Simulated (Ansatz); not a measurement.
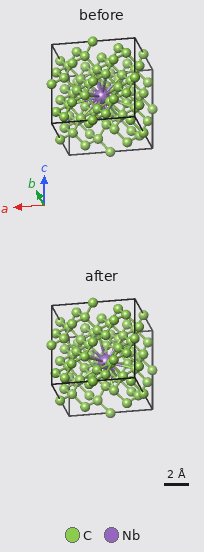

The structure of a defect cell of composition C62Nb (cell charge +1) before (top) and after (bottom) a relaxation, at one scale.

The picture is a ball-and-stick view of the cell of the calculation (origin shifted), seen from a free direction.

Computed with DFT, PBEsol, PAW, plane waves (Ansatz). Settings: plane-wave cutoff 420 eV; k-point mesh 1 × 1 × 1; mesh shifted by (0.25, 0.25, 0.25); collinear spin; atoms relaxed in a fixed cell; force threshold 0.03 eV/Å; at most 80 steps.

Describe what moved and what it gained.

Answer. The largest move is that of the Nb atom, 0.52 Å along [−1 −1 −1]. Largest moves by element: Nb 0.52 Å, C 0.43 Å. The cell stays as it was. Among the contacts that change: C–Nb 1.559 → 2.107 Å, C–Nb 2.963 → 2.509 Å, C–Nb 2.501 → 2.945 Å, C–Nb 2.532 → 2.956 Å. Among the angles between lasting bonds that change: C–C–Nb 112.2° → 79.3°, C–C–Nb 110.7° → 79.0°, C–C–Nb 108.8° → 79.0°. The energy falls by 21.586 eV per cell of the calculation in 9 geometry steps. The largest force component goes from 21 to 0.017 eV/Å. The program noted that the starting moments weren't kept.

Limits of the set-up: the periodic images lie only 7.1 Å apart, so the values are limited by the cell's size; the cell is charged, on a uniform background, and energies carry no finite-size correction.
